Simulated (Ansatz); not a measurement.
```cif
data_structure
_symmetry_space_group_name_H-M 'P 1'
_symmetry_Int_Tables_number 1
_cell_length_a 5.6959
_cell_length_b 5.6959
_cell_length_c 5.6959
_cell_angle_alpha 90.000
_cell_angle_beta 90.000
_cell_angle_gamma 90.000
_cell_volume 184.79
loop_
_atom_site_label
_atom_site_type_symbol
_atom_site_fract_x
_atom_site_fract_y
_atom_site_fract_z
_atom_site_occupancy
Ca1 Ca 0.00000 0.00000 0.00000 1
Ca2 Ca 0.50000 0.50000 0.00000 1
Ca3 Ca 0.50000 0.00000 0.50000 1
Ca4 Ca 0.00000 0.50000 0.50000 1
S1 S 0.50000 0.00000 0.00000 1
S2 S 0.00000 0.50000 0.00000 1
S3 S 0.00000 0.00000 0.50000 1
S4 S 0.50000 0.50000 0.50000 1
```

Space group Fm-3m; started from the measured structure prototype, which need not be the ambient phase; computed pressure about −4 GPa in this cell.

Computed with Ansatz 0.2.0, DFT, LDA, plane waves, PAW.

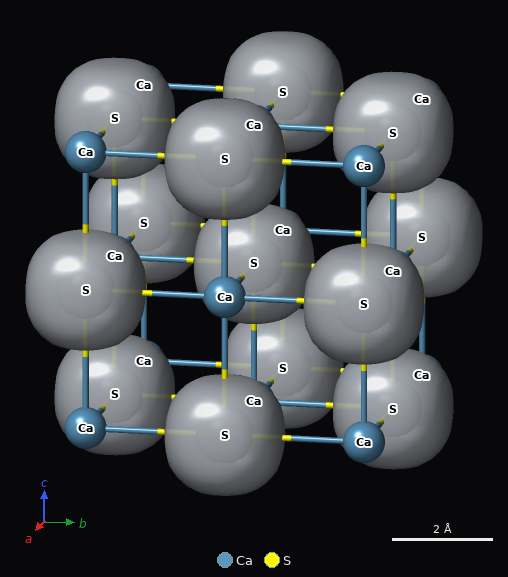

CaS. Isosurface of the ELF at 0.75 (grey), seen slightly off an axis. Only the valence region is drawn (cores and ρ < 0.01 e/Å³ removed). Sticks mark near contacts.

Q: Where are the electrons localised?

A: The ELF exceeds this value in four regions wrapped around S (the valence shell of each), counted in one cell of 8 atoms. Any copies at cell faces, edges or corners count once. Along the contacts the grid gives the following. Ca–S (2.85 Å): the ELF peaks at about 0.85 in the valence shell of S, 0.9 Å from its nucleus, and is about 0.30 at the midpoint: an ionic contact with no shared pair.
